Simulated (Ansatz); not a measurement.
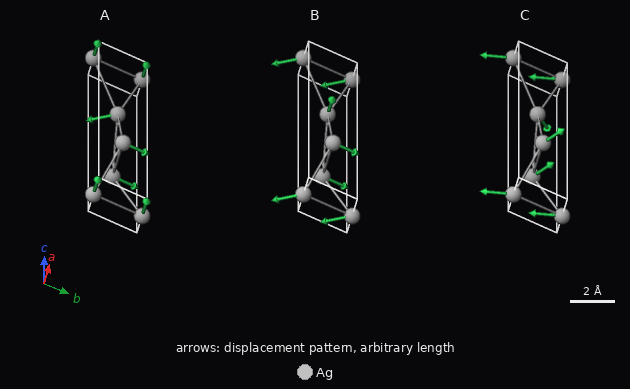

Three optical modes of crystalline Ag (a generated structure) at the zone centre, in no order (one member of each degenerate set). The green arrows are the displacements of the atoms (eigenvector over the root of the mass), of arbitrary overall length and sign. The picture is a ball-and-stick view of the cell of the calculation, seen from a free direction.

All numbers below come from DFT PBE, scalar-relativistic, plane waves, PAW (Ansatz). Settings: plane-wave cutoff 420 eV; k-point mesh 18 × 18 × 6; occupations fermi dirac; smearing width 0.15 eV; no spin polarisation.

The frequencies depend somewhat on the k-mesh and the smearing.

Order them from the lowest to the highest frequency (imaginary ones first).

Answer. A (41i cm⁻¹), B (44 cm⁻¹), C (74 cm⁻¹). A, B₁: Atoms of one kind move against one another, with no net shift of their sublattice. B, E₁: Atoms of one kind move against one another, with no net shift of their sublattice. C, B₂: Atoms of one kind move against one another, with no net shift of their sublattice. The crystal is metallic in this run.
